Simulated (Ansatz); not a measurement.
Consider Pd (slab).

```
Pd
1.0
     5.50054    0.00000    0.00000
     0.00000    5.50054    0.00000
     0.00000    0.00000   22.83421
Pd
16
Cartesian
  1.3751 1.3751 8.5000
  1.3751 4.1254 8.5000
  4.1254 1.3751 8.5000
  4.1254 4.1254 8.5000
  2.7503 2.7503 10.4448
  2.7503 0.0000 10.4448
  0.0000 2.7503 10.4448
  0.0000 0.0000 10.4448
  4.1254 4.1254 12.3930
  4.1254 1.3751 12.3930
  1.3751 4.1254 12.3930
  1.3751 1.3751 12.3930
  0.0000 0.0000 14.3463
  0.0000 2.7503 14.3463
  2.7503 0.0000 14.3463
  2.7503 2.7503 14.3463
```

All numbers below come from DFT PBE+D3(BJ), scalar-relativistic, plane waves, PAW in Ansatz 0.2.0.

What will maps of the valence pseudo-density and electron localisation function show?

Pd–Pd (2.75 Å): ρ is about 0.3 e/Å³ halfway; the ELF is about 0.20 at the midpoint; no localised pair shows between them.

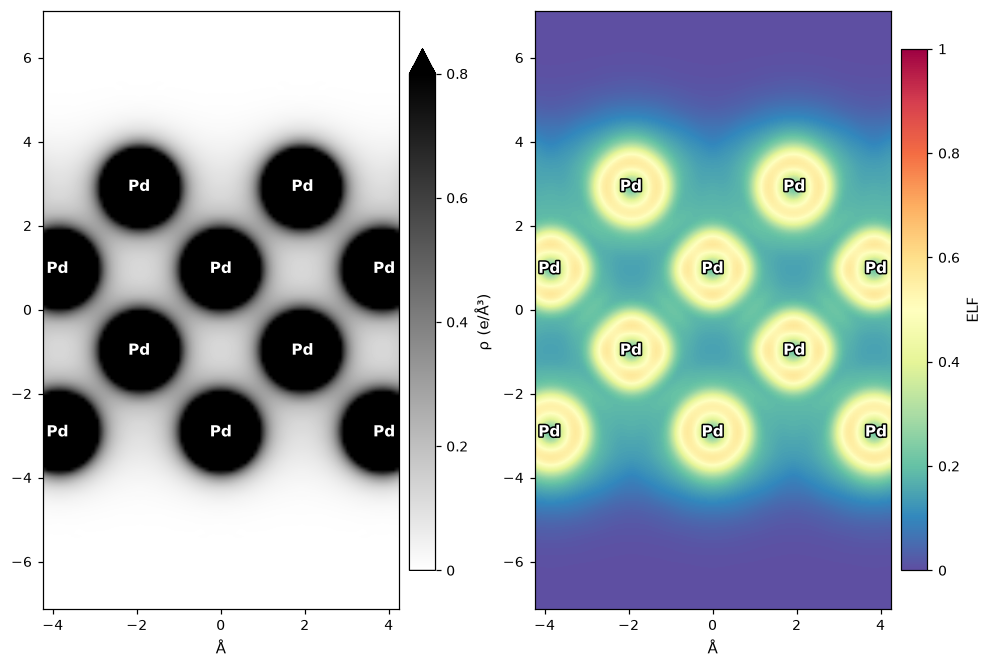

Computed valence pseudo-density and electron localisation function on the (11̄0) plane of the calculation cell, a cut from vacuum to vacuum, in this order. 

Core electrons are frozen (PAW), and the valence fields are smoothed inside the atomic spheres.
